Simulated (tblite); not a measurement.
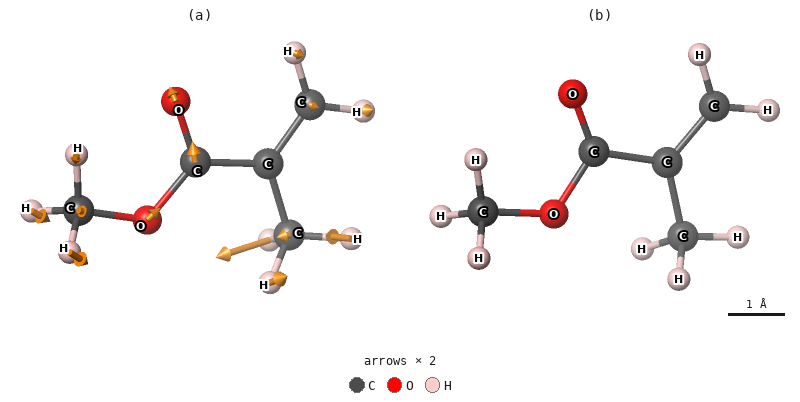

The structure of C5H8O2 before (left) and after (right) a relaxation, at one scale. The orange arrows give the displacements, 2 times their true length.

The picture is a ball-and-stick view, seen at a tilt.

All numbers below come from tblite, GFN2-xTB geometry optimisation, gas phase. 

Q: What changed between the two?

A: The energy falls by 50.5 kJ/mol in 67 geometry steps. An H atom moves most after the best rigid fit: 0.60 Å. Largest moves by element: H 0.60 Å, C 0.19 Å, O 0.16 Å. Among the contacts that change: C–O 1.270 → 1.207 Å, C–H 1.132 → 1.087 Å, C–H 1.103 → 1.077 Å, C–C 1.463 → 1.488 Å. Among the angles between lasting bonds that change: C–C–O 124.9° → 111.7°, C–C–O 117.1° → 124.6°, C–C–H 115.1° → 122.1°. Groups turn about C–C by about 25°.
